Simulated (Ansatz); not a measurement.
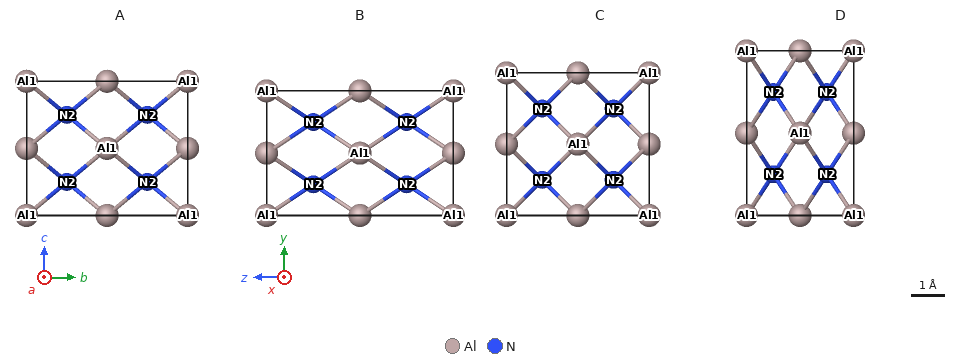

Energy scan for crystalline AlN (F-43m), in which the ratio of the cell's length along z to its lengths across, counted as 1 for the reference, is changed at fixed volume (a tetragonal or Bain path), with the atoms kept at their fractional coordinates. x, y and z are the Cartesian axes of the input. A ball-and-stick model of the conventional cell (4 times the calculation's cell), seen along the a axis. Lengths and directions refer to the drawn axes.

Method: Ansatz 0.2.0, DFT LDA, scalar-relativistic, plane waves, PAW. (plane-wave cutoff 420 eV; k-point mesh 10 × 10 × 10; occupations gaussian; smearing width 0.05 eV; no spin polarisation). Energies (free energies at the smearing named) are counted from the cell as listed in its source, which wasn't relaxed.

Q: Rank the frames from lowest to highest energy.

A: Lowest first: C (the relative ratio 1.00, 0 meV/atom), A (the relative ratio 1.20, 140 meV/atom), D (the relative ratio 0.65, 313 meV/atom), B (the relative ratio 1.50, 964 meV/atom). Over the whole scan: of the computed points the lowest is at the relative ratio 1.00, 0 meV/atom. At the ends of the scan the energy is 313 meV/atom (0.65) and 964 meV/atom (1.50). The unrelaxed reference is under a pressure of −3.6 GPa. The distortion takes the space group from F-43m to I-4m2. At the relative ratio 1.50 the cell of the drawing goes a 4.368 → 3.816 Å, b 4.368 → 5.724 Å, c 4.368 → 3.816 Å. The band gap on the mesh, 3.24 eV in the reference, closes at 1.50.
